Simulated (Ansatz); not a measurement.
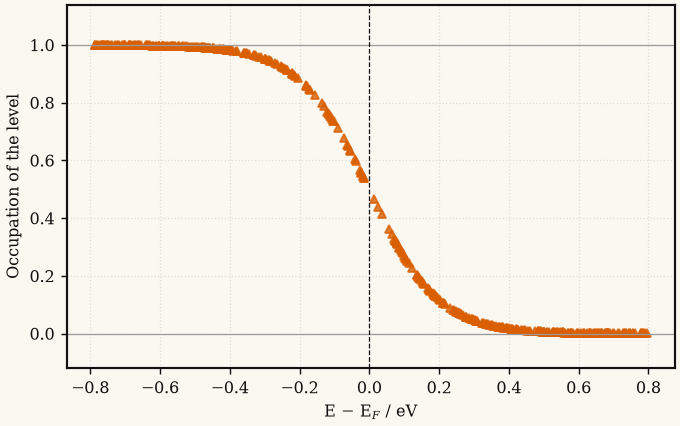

Occupations of the one-electron levels of the k mesh against their energy, from a run on Ti, space group P6/mmm (No. 191), 3 atoms in the cell, with Ansatz.

**Name the smearing function and its width.**

Fermi-Dirac smearing with a width of 0.1 eV. The occupations stay between 0 and 1 and have long exponential tails; the slope at the Fermi level is 1/(4 × width).
